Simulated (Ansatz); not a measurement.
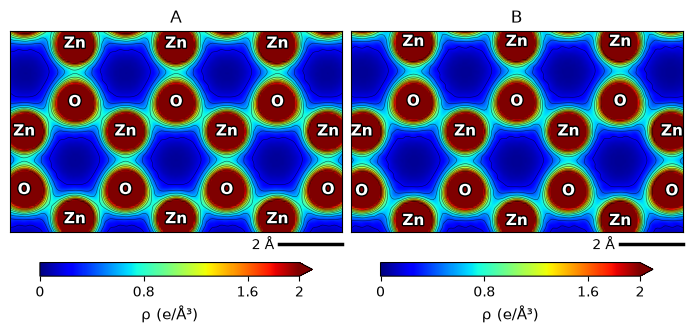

ZnO. The valence charge density (pseudo) of two cells that differ in size, on the (001) plane of each (indices in the axes of the calculation cell), at one length scale and on one colour scale: B has 16.7 Å³ an atom and A 15.7.

All numbers below come from Kohn-Sham DFT of a periodic cell, PBEsol, Ansatz PAW (Ansatz).

What changes from the larger cell to the smaller?

From the larger cell to the smaller, Zn–O goes from 1.90 to 1.86 Å, and the density at its midpoint from 0.72 to 0.79 e/Å³; the pressure goes from −4.5 to 1.3 GPa.
